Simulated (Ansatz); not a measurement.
System: MgS, space group P6_3/mmc, 4 atoms in the cell, NiAs type.

```xyz
4
Lattice="3.6454 0.0000 0.0000 -1.8227 3.1570 0.0000 0.0000 0.0000 6.1474" Properties=species:S:1:pos:R:3 pbc="T T T"
Mg    0.0000    0.0000    0.0000
Mg    0.0000    0.0000    3.0737
S     0.0000    2.1047    1.5368
S     1.8227    1.0523    4.6105
```

Level of theory: DFT, r2SCAN, plane waves, PAW, no spin polarisation, 12×12×4 k mesh; code Ansatz.

What will the density of states look like?

There is a gap; over the k points computed it is 4.07 eV (indirect; the smallest direct gap is 4.44 eV). Within the window shown, the tallest peak of the filled states lies 1.0 eV under the valence-band top, at about 5 states per eV and cell.

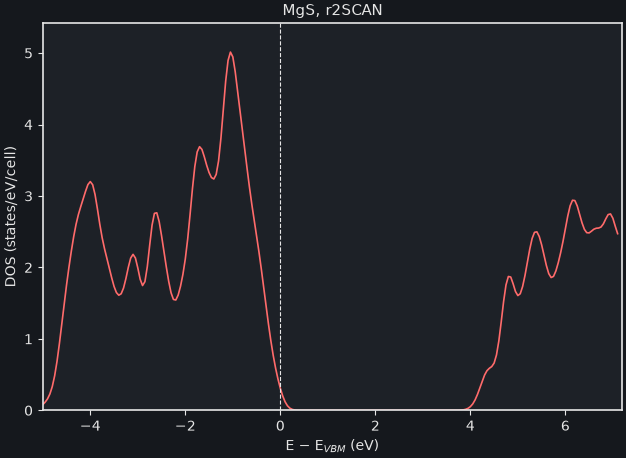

Density of states. Energies are counted from the top of the valence band. The curve is built from the levels of the k mesh with Gaussians 0.3 eV wide, which also blur the band edges.
